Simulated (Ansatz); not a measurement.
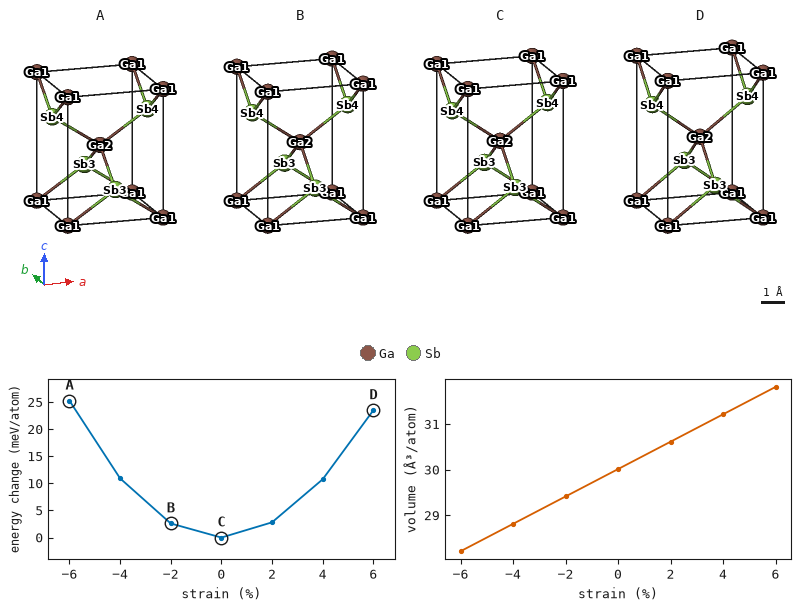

Members of a series of calculations on a crystal of GaSb (set up in F-43m), marked on the first curve. The picture is a ball-and-stick view of the cell of the calculation, seen slightly off an axis.

Computed with Ansatz, DFT PBE, scalar-relativistic, plane waves, PAW. Set-up: plane-wave cutoff 420 eV; k-point mesh 12 × 12 × 8; occupations gaussian; smearing width 0.1 eV; no spin polarisation.

**Which kind of strain is it, and how does the structure respond?**

Strain along c alone, the other axes held, atoms relaxed. A (strain −6.0 %): energy change 25.3 meV/atom, volume 28.21 Å³ per atom. B (strain −2.0 %): energy change 2.6 meV/atom, volume 29.41 Å³ per atom. C (strain 0.0 %): energy change 0.0 meV/atom, volume 30.01 Å³ per atom. D (strain 6.0 %): energy change 23.5 meV/atom, volume 31.82 Å³ per atom. The rest compares A with D. Cell: a = b unchanged at 4.395 Å, c 5.843 → 6.588 Å (+12.8 %). Volume +12.8 %. Some distances before and after: Ga–Sb 2.639 → 2.746 Å.
